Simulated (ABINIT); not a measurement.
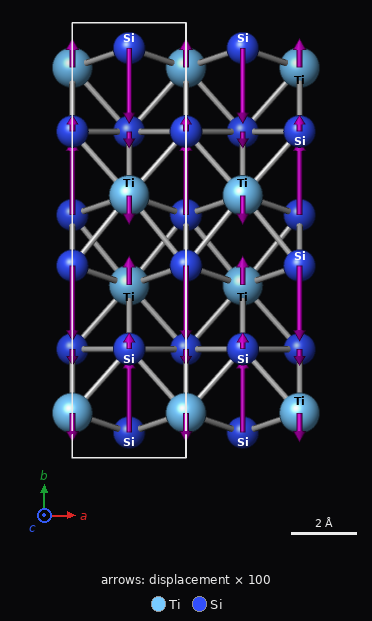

A relaxation of solid TiSi$_{2}$ (set up in Cmcm). The starting structure is drawn; purple arrows show the displacements (the part carried along by the change of the cell is left out), 100 times their true length.

Style: ball-and-stick. Shown: the conventional cell (2 times the calculation's cell), repeated 2 × 1 × 1 with one cell outlined, along the c axis. Lengths and directions refer to the drawn axes.

The run lets cell and atoms move.

All numbers below come from Kohn-Sham DFT of a periodic cell, LDA, JTH PAW LDA v2.0 (ABINIT 10.8.3).

Input file:
```
# Pseudopotentials
pp_dirpath "./"
pseudos "Ti.LDA_PW-JTH.xml, Si.LDA_PW-JTH.xml"

# Structure
acell 3*1.0
rprim
     3.3355650785   -12.7731909004     0.0000000000
     3.3355650785    12.7731909004     0.0000000000
     0.0000000000     0.0000000000     6.7372023899
ntypat 2
znucl 22 14
natom 6
typat 1 1 2 2 2 2
xred
     0.1031180800     0.8968819200     0.2500000000
     0.8968819200     0.1031180800     0.7500000000
     0.7503148200     0.2496851800     0.2500000000
     0.2496851800     0.7503148200     0.7500000000
     0.4417485500     0.5582514500     0.2500000000
     0.5582514500     0.4417485500     0.7500000000
chkprim 0
chksymtnons 0
tolsym 1.0e-6

# Plane-wave basis
ecut 15.0
pawecutdg 30.0

# k points
kptopt 1
ngkpt 6 6 6
nshiftk 1
shiftk 0.0 0.0 0.0

# Exchange and correlation
ixc 7

# Bands and occupations
nband 24
occopt 3
tsmear 0.05 eV

# SCF cycle
nstep 100
tolvrs 1.0e-9

# Output
iomode 3
prtwf 0
prtden 0
prteig 0
prtebands 0
enunit 2

# Relaxation
ionmov 2
ntime 60
tolmxf 0.0005
optcell 2
dilatmx 1.08
ecutsm 0.5
```

Launched with:
```bash
abinit run.abi > log 2>&1
```

Q: Which element moves most?

A: Silicon: up to 0.024 Å, against 0.009 Å for titanium.

Q: What happened in the run?

A: The energy falls by 9.3 meV per atom in 6 geometry steps. The largest force component goes from 0.13 to 0.0045 eV/Å. The pressure goes from −5.07 to −0.03 GPa. The largest moves relative to the cell, 0.024 Å, are those of Si atoms. Largest moves by element: Si 0.024 Å, Ti 0.009 Å. The drawn cell changes as follows: a 3.530 → 3.491 Å (−1.1 %), b 13.519 → 13.273 Å (−1.8 %), c 3.565 → 3.531 Å (−1.0 %); the volume changes by −3.8 %. Among the contacts that change: Si–Ti 2.581 → 2.546 Å, Si–Ti 2.665 → 2.630 Å, Si–Ti 2.806 → 2.774 Å, Si–Si 2.509 → 2.483 Å. The space group stays Cmcm (No. 63). The run took 19 min on 1 thread of Arm Neoverse V2, with other jobs on the host, peak memory 0.19 GiB.
